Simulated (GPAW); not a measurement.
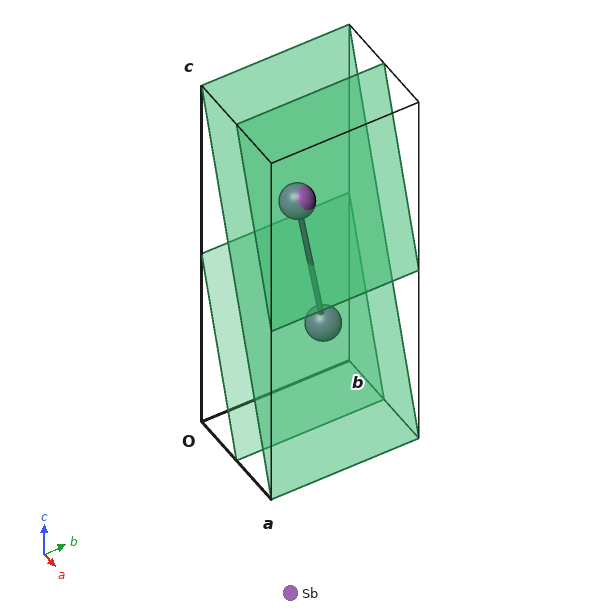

Crystal: Sb, a cell listed in the Materials Project, as set up for an electronic-structure calculation. Every member of one family of equally spaced planes, hx + ky + lz = a whole number, that cuts the unit cell is shaded (one member passes through the origin O, touching the cell only at an edge or corner). All values are computed from the atomic coordinates in the standard setting (tolerance 0.002 Å).

a = 3.355 Å, b = 3.355 Å, c = 5.470 Å, α = 90.00°, β = 90.00°, γ = 120.00°.

Which (hkl) family is drawn?

(2 0 2), in four indices (2 0 −2 2); the opposite sign names the same planes. The member next to the origin meets the axes a at 1/2, b never, c at 1/2.

What is the spacing?

d = 1.283 Å.

Which atoms of the cell lie in these planes (within 0.03 Å)?

No atom.

The space group is No. 194, P6_3/mmc. How many reflections hkl are equivalent to this one (itself included), and does it occur?

12 reflections are equivalent in the Laue class 6/mmm. The space group allows the reflection.
